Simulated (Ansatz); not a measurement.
Zn: several calculations on one system

**1. Relaxation**

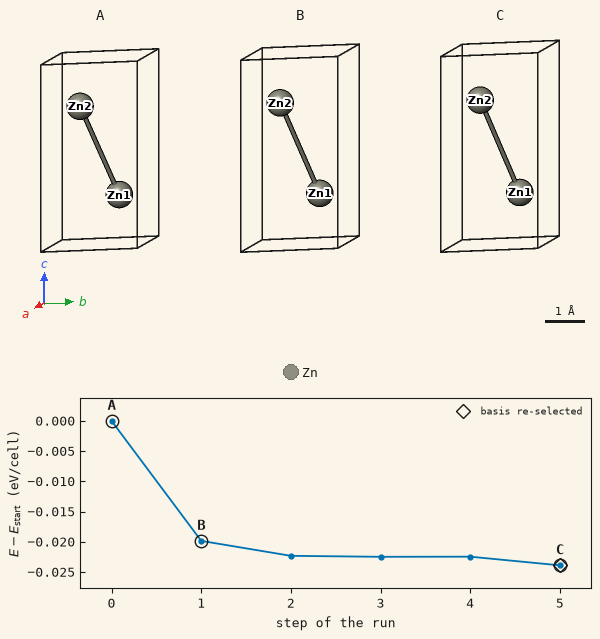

Frames of a relaxation of crystalline Zn (set up in P6_3/mmc), marked on the history of the run. A ball-and-stick model of the cell of the calculation, seen slightly off an axis.

Method: Ansatz, DFT PBE, scalar-relativistic, plane waves, PAW.

Input file:
```yaml
crystal:
  lattice:
    - [2.6143598, 0.0, 0.0]
    - [-1.3071799, 2.264102, 0.0]
    - [0.0, 0.0, 4.87316102]
  atoms:
    - { symbol: Zn, position: [0.33333333, 0.66666667, 0.25] }
    - { symbol: Zn, position: [0.66666667, 0.33333333, 0.75] }
basis:
  ecutwfc: 420
kpoints:
  mp_grid: { grid: [18, 18, 10] }
hamiltonian:
  xc: pbe
scf:
  occupations: { method: gaussian, width: 0.1 }
output:
  forces: true
  stress: true
  eigenvalues: true
  write_density: true
  write_potential: true
  elf: true
  volumetric_format: npy
relax:
  adjacent_minimum: "off"
  f_tol: 0.005
  max_steps: 80
  cell: { stress_tol: 0.05 }
```

Launched with:
```bash
ansatz run input.yaml --threads 4 --pin off --max-ram 8192MiB --backend cpu --events-out ev --progress --plain --runs-dir out
```

### Describe the path.

The atoms keep their places relative to the cell (all moves are under 0.005 Å). The drawn cell changes as follows: a = b 2.614 → 2.635 Å (+0.8 %), c 4.873 → 5.092 Å (+4.5 %); the volume changes by +6.2 %. Near-neighbour distances that change, for instance: Zn1–Zn2 2.866 → 2.966 Å, Zn1–Zn1 2.614 → 2.635 Å. The space group stays P6_3/mmc (No. 194). After 4 accepted moves (5 points after the start) the energy has fallen by 23.9 meV per cell of the calculation. All forces vanish by symmetry, so only the cell relaxes. Pressure: 4.15 GPa at the start and 0.01 GPa at the end. The SCF was repeated once at an unchanged geometry on a basis and grid sized afresh for the cell, which shifted the energy by 1.4 meV per cell of the calculation at most. From step 0 to 1: volume +4.0 %, energy −19.9 meV per cell of the calculation. From step 1 to 5: volume +2.1 %, energy −4.0 meV per cell of the calculation.

| step | E − E(0), meV/atom | pressure, GPa | volume, Å³/atom | note |
| --- | --- | --- | --- | --- |
| 0 | 0.00 | 4.15 | 14.423 |  |
| 1 | -9.93 | 1.11 | 15.001 |  |
| 2 | -11.16 | 0.09 | 15.259 |  |
| 3 | -11.24 | 0.11 | 15.285 |  |
| 4 | -11.23 | 0.00 | 15.313 |  |
| 5 | -11.95 | 0.01 | 15.313 | same geometry, new basis |

**2. Relaxation**

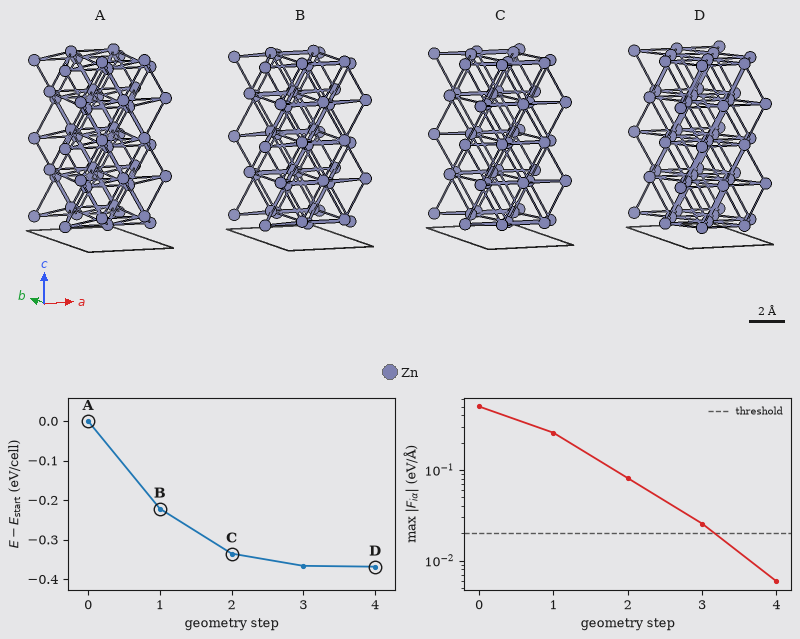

Frames of a relaxation of a slab of composition Zn (cut from the P6_3/mmc phase), marked on the history of the run. Style: ball-and-stick. Shown: the 2 × 2 repeat of the cell, outlined in the plane, without the vacuum, slightly off an axis.

Case: (1 0 0) slab, atoms relaxed. The slab is the (1 0 0) face of Zn.

Computed with DFT PBE, scalar-relativistic, plane waves, PAW (Ansatz). Set-up: plane-wave cutoff 420 eV; k-point mesh 13 × 7 × 1; occupations gaussian; smearing width 0.1 eV; no spin polarisation; dipole correction; atoms relaxed in a fixed cell; force threshold 0.02 eV/Å; at most 60 steps.

Q: What happens along the run?

A: Over 4 geometry steps the energy falls by 0.368 eV per cell of the calculation. The largest force component goes from 0.5 to 0.0059 eV/Å. The largest moves relative to the layer's centre, 0.56 Å, are those of Zn atoms. The cell stays as it was. Some distances before and after: Zn–Zn 2.635 → 2.745 Å, Zn–Zn 2.966 → 2.867 Å, Zn–Zn 2.635 → 2.677 Å. From step 0 to 1: Zn atoms move most (0.19 Å), energy −0.222 eV per cell of the calculation. From step 1 to 2: Zn atoms move most (0.19 Å), energy −0.114 eV per cell of the calculation. From step 2 to 4: Zn atoms move most (0.17 Å), energy −33.1 meV per cell of the calculation.

```json
{"step": "0", "E − E(0), meV/atom": "0.00", "largest force component, eV/Å": "0.5003"}
{"step": "1", "E − E(0), meV/atom": "-22.16", "largest force component, eV/Å": "0.2572"}
{"step": "2", "E − E(0), meV/atom": "-33.52", "largest force component, eV/Å": "0.0813"}
{"step": "3", "E − E(0), meV/atom": "-36.62", "largest force component, eV/Å": "0.0256"}
{"step": "4", "E − E(0), meV/atom": "-36.83", "largest force component, eV/Å": "0.0059"}
```

**3. A change**

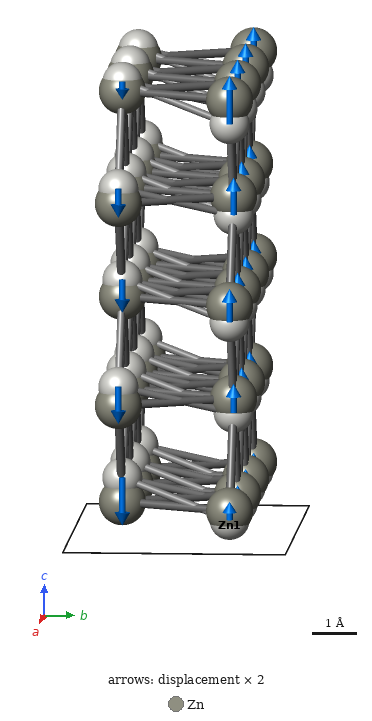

A (1 0 0) slab of Zn as cut from the relaxed bulk, drawn pale, and a changed version of it, drawn solid. The blue arrows show how the atoms are displaced, magnified 2 times. A ball-and-stick model of the 3 × 1 repeat of the cell, outlined in the plane, without the vacuum, seen from a free direction.

Computed with DFT PBE, scalar-relativistic, plane waves, PAW in Ansatz. Set-up: plane-wave cutoff 420 eV; occupations gaussian; smearing width 0.1 eV; no spin polarisation. The k-mesh is chosen for each cell (13×7×15, 13×7×1).

**What was done to the structure, and with what result?**

The atoms of the slab are relaxed at the bulk's in-plane cell. The surface energy (mean of the two faces) falls from 0.85 to 0.63 J/m². The top spacing, between the Zn and Zn planes, goes from 0.76 to 0.00 Å (−100.3 %), the bottom one (Zn to Zn) from 0.76 to 0.00 Å (−100.4 %). The work function of the top face goes from 4.34 to 4.19 eV. The lattice vectors keep their values. The largest moves relative to the layer's centre, 0.56 Å, are those of Zn atoms. Some distances before and after: Zn–Zn 2.635 → 2.635 to 2.745 Å, Zn–Zn 2.966 → 2.867 Å.
